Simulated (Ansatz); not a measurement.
System: NaI.

```
CELL_PARAMETERS angstrom
6.26254 0.00000 0.00000
0.00000 6.26254 0.00000
0.00000 0.00000 6.26254
ATOMIC_POSITIONS crystal
Na 0.00000 0.00000 0.00000
Na 0.50000 0.50000 0.00000
Na 0.50000 0.00000 0.50000
Na 0.00000 0.50000 0.50000
I 0.50000 0.00000 0.00000
I 0.00000 0.50000 0.00000
I 0.00000 0.00000 0.50000
I 0.50000 0.50000 0.50000
```

Space group Fm-3m.

These are results of DFT LDA, scalar-relativistic, plane waves, PAW (Ansatz), not measurements.

> What can the converged valence pseudo-density and electron localisation function tell about the bonding?

Na–I (3.13 Å): ρ at the midpoint is about 0.15 e/Å³, with its minimum of 0.07 e/Å³ about 1.2 Å from Na; the ELF peaks at about 0.80 in the valence shell of I, 1.3 Å from its nucleus, and falls to about 0 next to Na (a closed-shell, largely ionic contact).

> Metal or insulator at this level of theory?

It is gapped, with a Kohn–Sham gap of 3.6 eV on the k-point mesh (the band edges may lie off the mesh, which would make the gap smaller).

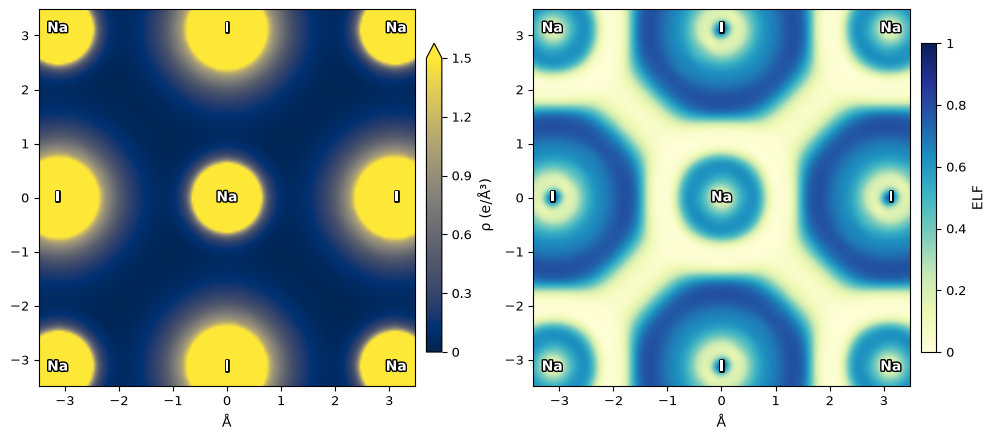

Computed valence pseudo-density and electron localisation function on the (010) plane of the conventional cell, in this order. 

In a PAW calculation such maps are meaningful between the atoms, not at the nuclei.
